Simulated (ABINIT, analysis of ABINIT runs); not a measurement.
## C-H pair in GaAs: local vibrational mode against experiment (ABINIT)

How near does this set-up come to the measured local vibrational mode? Subject: C-H pair in GaAs. Set-up: PBE, JTH 2.0 PBE, 32-site cell, PBE lattice, k: the single point 1/4 1/4 1/4, no relaxation. The model is a cell of 32 host atoms with C put on another atom's site and H put in between. The frequencies come from force constants among the defect atom and its neighbours, with the masses of the isotopes named.

**The experiment.** C-H stretch, 1H: 2635.15 cm⁻¹, by infrared absorption (quoted in “Hydrogen in Compound Semiconductors”, 1993, E.E. Haller, quoting earlier work (1990)). C-D stretch, 2H: 1968.55 cm⁻¹, by infrared absorption (quoted in “Hydrogen in Compound Semiconductors”, 1993, E.E. Haller, quoting earlier work (1990)). The runs below try to reproduce this.

Main program and level: ABINIT 10.8.3; ABINIT plane-wave DFT, PBE, JTH 2.0 PBE potentials; single point of a defect supercell.

## Step 1: The structure

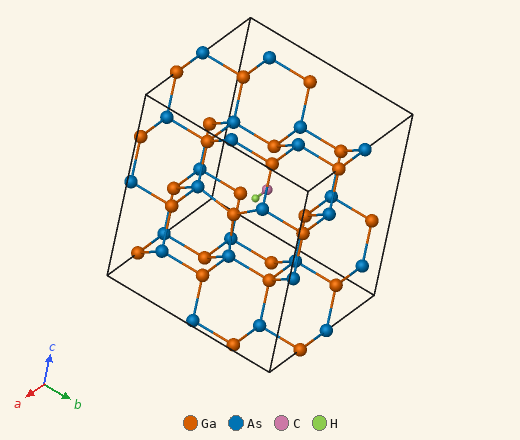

The cell as given, from a free direction (gallium orange, arsenic blue, carbon pink, hydrogen green). Some periodic images of atoms are drawn too.

The cell holds 33 atoms: 16 Ga, 15 As, 1 C and 1 H. Its edges and angles: a = 9.953 Å, b = 9.953 Å, c = 9.953 Å, α = 109.5°, β = 109.5°, γ = 109.5°. It derives from GaAs (space group F-43m). Nearest the centre at fractional (0.793, 0.500, 0.500): H33 at 0.43 Å, C31 at 0.68 Å, Ga3 at 2.51 Å, Ga16 at 2.66 Å, Ga10 at 2.66 Å, Ga15 at 2.66 Å, As19 at 3.72 Å, As24 at 3.72 Å.

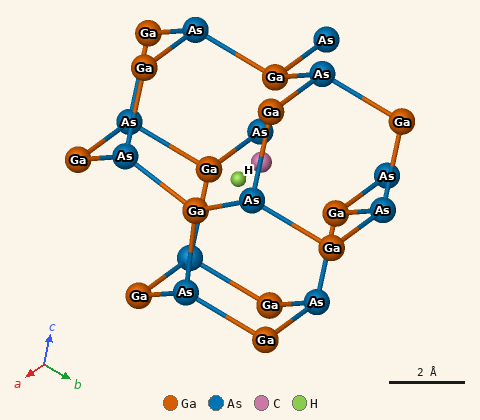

The atoms within 5 Å of the centre.

The host's primitive cell comes from a first run (ABINIT plane-wave DFT, PBE, JTH 2.0 PBE potentials; relaxation of cell and atoms of a defect-free cell): vectors of 4.063, 4.063 and 4.063 Å. That is 23.72 Å³ an atom, 5.0 % over the diffraction cell's volume. The supercell is built on it.

## Step 2: Single point on the structure as built, charge 0

The atoms are left on the sites where they were put, and the energy is taken there.

run.abi reads:

```
# C-H pair in GaAs
acell 3*1.0 Angstrom
rprim
    -5.746194356    5.746194356   -5.746194356
     5.746194356    5.746194356    5.746194356
     5.746194356   -5.746194356   -5.746194356
natom 33
ntypat 4
znucl 31 33 6 1
typat 1 1 1 1 1 1 1 1 1 1 1 1 1 1 1 1 2 2 2 2 2 2 2 2 2 2 2 2 2 2 3 2 4
xred
     0.000000000    0.000000000    0.000000000
     0.000000000    0.250000000    0.750000000
     0.045212533    0.500000000    0.500000000
     0.000000000    0.750000000    0.250000000
     0.250000000    0.000000000    0.750000000
     0.250000000    0.250000000    0.500000000
     0.250000000    0.500000000    0.250000000
     0.250000000    0.750000000    0.000000000
     0.500000000    0.000000000    0.500000000
     0.500000000    0.250000000    0.250000000
     0.500000000    0.500000000    0.000000000
     0.500000000    0.750000000    0.750000000
     0.750000000    0.000000000    0.250000000
     0.750000000    0.250000000    0.000000000
     0.750000000    0.500000000    0.750000000
     0.750000000    0.750000000    0.500000000
     0.000000000    0.000000000    0.750000000
     0.000000000    0.250000000    0.500000000
     0.000000000    0.500000000    0.250000000
     0.000000000    0.750000000    0.000000000
     0.250000000    0.000000000    0.500000000
     0.250000000    0.250000000    0.250000000
     0.250000000    0.500000000    0.000000000
     0.250000000    0.750000000    0.750000000
     0.500000000    0.000000000    0.250000000
     0.500000000    0.250000000    0.000000000
     0.500000000    0.500000000    0.750000000
     0.500000000    0.750000000    0.500000000
     0.750000000    0.000000000    0.000000000
     0.750000000    0.250000000    0.750000000
     0.724887727    0.500000000    0.500000000
     0.750000000    0.750000000    0.250000000
     0.836801000    0.500000000    0.500000000
pseudos "Ga.xml, As.xml, C.xml, H.xml"
ecut 23.0
pawecutdg 46.0
kptopt 0
nkpt 1
kpt 0.25 0.25 0.25
nsym 1
chkprim 0
maxnsym 12000
nband 232
occopt 3
tsmear 0.01 eV
nstep 100
diemac 4.0
tolvrs 1e-9
optforces 1
nbdbuf 2
paral_kgb 1
npband 4
npfft 1
np_spkpt 1
bandpp 58
wfoptalg 114
iomode 3
prtwf 0
prteig 0
prtebands 0
prtden 0
```

Command:

```
OMP_NUM_THREADS=1 mpirun -n 4 abinit run.abi > run.log
```

The program printed:

```text
Symmetries : space group P1 (#  1); Bravais aP (primitive triclinic)
================================================================================
 Values of the parameters that define the memory need of the present run
     intxc =       0    ionmov =       0      iscf =      17    lmnmax =      18
     lnmax =       6     mgfft =      90  mpssoang =       3    mqgrid =    4689
     natom =      33  nloc_mem =       2    nspden =       1   nspinor =       1
    nsppol =       1      nsym =       1    n1xccc =       1    ntypat =       4
    occopt =       3   xclevel =       2
-    mband =         232        mffmem =           1         mkmem =           1
       mpw =        6746          nfft =      729000          nkpt =           1
Pmy_natom=         9
 PAW method is used; the additional fine FFT grid is defined by:
   mgfftf=       120    nfftf =   1728000
================================================================================
  Rough estimation (10% accuracy) of disk space for files :
_ WF disk file :     23.883 Mbytes ; DEN or POT disk file :     13.186 Mbytes.
================================================================================

--------------------------------------------------------------------------------
------------- Echo of variables that govern the present computation ------------
--------------------------------------------------------------------------------
-
- outvars: echo of selected default values
-   iomode0 =  0 , fftalg0 =312 , wfoptalg0 = 10
-
- outvars: echo of global parameters not present in the input file
-  max_nthreads =    1
-
 -outvars: echo values of preprocessed input variables --------
-          iomode           3
            acell      1.8897261259E+00  1.8897261259E+00  1.8897261259E+00 Bohr
              amu      6.97230000E+01  7.49215900E+01  1.20110000E+01
                       1.00794000E+00
           bandpp          58
          chkprim           0
     densfor_pred           6
           diemac      4.00000000E+00
             ecut      2.30000000E+01 Hartree
-          fftalg         312
              ixc     -101130
              kpt      2.50000000E-01  2.50000000E-01  2.50000000E-01
           kptopt           0
          maxnsym    ***
            natom          33
            nband         232
           nbdbuf           2
            ngfft          90      90      90
          ngfftdg         120     120     120
             nkpt           1
-          npband           4
            nstep         100
             nsym           1
           ntypat           4
              occ      2.000000  2.000000  2.000000  2.000000  2.000000  2.000000
                       2.000000  2.000000  2.000000  2.000000  2.000000  2.000000
                       2.000000  2.000000  2.000000  2.000000  2.000000  2.000000
                       2.000000  2.000000  2.000000  2.000000  2.000000  2.000000
[...]
- pspatm: opening atomic psp file    C.xml
- pspatm : Reading pseudopotential header in XML form from C.xml
 Pseudopotential format is: paw10
 basis_size (lnmax)=  4 (lmn_size=  8), orbitals=   0   0   1   1
 Spheres core radius: rc_sph= 1.50736703
 1 radial meshes are used:
  - mesh 1: r(i)=AA*[exp(BB*(i-1))-1], size=2001 , AA= 0.94549E-03 BB= 0.56729E-02
 Shapefunction is SIN type: shapef(r)=[sin(pi*r/rshp)/(pi*r/rshp)]**2
 Radius for shape functions =  1.30052589
 mmax= 2001
 Radial grid used for partial waves is grid 1
 Radial grid used for projectors is grid 1
 Radial grid used for (t)core density is grid 1
 Radial grid used for Vloc is grid 1
 Radial grid used for pseudo valence density is grid 1
 Mesh size for Vloc has been set to 1756 to avoid numerical noise.
 Compensation charge density is not taken into account in XC energy/potential
 pspatm: atomic psp has been read  and splines computed

- pspini: atom type   4  psp file is H.xml
- pspatm: opening atomic psp file    H.xml
- pspatm : Reading pseudopotential header in XML form from H.xml
 Pseudopotential format is: paw10
 basis_size (lnmax)=  3 (lmn_size=  5), orbitals=   0   0   1
 Spheres core radius: rc_sph= 0.99495033
 1 radial meshes are used:
  - mesh 1: r(i)=AA*[exp(BB*(i-1))-1], size=1500 , AA= 0.63034E-02 BB= 0.63034E-02
 Shapefunction is SIN type: shapef(r)=[sin(pi*r/rshp)/(pi*r/rshp)]**2
 Radius for shape functions =  0.79672474
 mmax= 1500
 Radial grid used for partial waves is grid 1
 Radial grid used for projectors is grid 1
 Radial grid used for (t)core density is grid 1
 Radial grid used for Vloc is grid 1
 Radial grid used for pseudo valence density is grid 1
 Mesh size for Vloc has been set to 1280 to avoid numerical noise.
 Compensation charge density is not taken into account in XC energy/potential
 pspatm: atomic psp has been read  and splines computed

   3.21530256E+05                                ecore*ucvol(ha*bohr**3)
--------------------------------------------------------------------------------

_setup2: Arith. and geom. avg. npw (full set) are    6746.000    6746.000

================================================================================

iteration_state: {dtset: 1, }
solver: {iscf: 17, nstep: 100, nline: 4, wfoptalg: 114, }
tolerances: {tolvrs: 1.00E-09, }

     iter   Etot(hartree)      deltaE(h)  residm     nres2    diffor    maxfor

message: |
    PAW SPHERES ARE OVERLAPPING!
       There is one pair of overlapping atoms.
       The maximum overlap percentage is obtained for the atoms   31 and   33.
        | Distance between atoms  31 and  33 is  :   2.10485
        | PAW radius of the sphere around atom  31 is:   1.50737
        | PAW radius of the sphere around atom  33 is:   0.99495
        | This leads to a (voluminal) overlap ratio of  6.7520 %
    THIS IS DANGEROUS, as PAW formalism assumes non-overlapping PAW spheres.

message: |
    Action: 1- decrease cutoff radius of PAW dataset
        OR  2- ajust "pawovlp" input variable to allow overlap (risky)

message: |
    Action: 1- decrease cutoff radius of PAW dataset
        OR  2- ajust "pawovlp" input variable to allow overlap (risky)

ERROR:  PAW SPHERES ARE OVERLAPPING! There is one pair of overlapping atoms. The maximum overlap percentage is obtained for the atoms 31 and 33. | Distance between atoms 31 and 33 is : 2.10485 | PAW radius of the sphere around atom 31 is: 1.50737 | PAW radius of the sphere around atom 33 is: 0.99495 | This leads to a (voluminal) overlap ratio of 6.7520 % THIS IS DANGEROUS, as PAW formalism assumes non-ov
```

Wall time 2.9 s (4 MPI ranks of Intel Xeon Platinum 8488C (Sapphire Rapids), shared host); peak memory 0.26 GiB.

The input was rejected at the start.

The program's message: “ERROR:  PAW SPHERES ARE OVERLAPPING! There is one pair of overlapping atoms. The maximum overlap percentage is obtained for the atoms 31 and 33. | Distance between atoms 31 and 33 is : 2.10485 | PAW r …”

## Step 3: Outcome

The local vibrational mode was not obtained, because the step “single point on the structure as built, charge 0” was refused by the program.

[Logs are printed without paths, hosts, clocks, repeated set-up lines and the standing remarks that a program may print on its own settings, such as how far it seeks lower states.]

[Hosts, paths, dates, database ids (printed as entryN), source tags and the programs' standing remarks are cut or masked in the printed files.]

[For some hosts the program warned that the k-mesh of the response run may be too coarse for force constants and the static dielectric constant; such warnings are not shown here.]
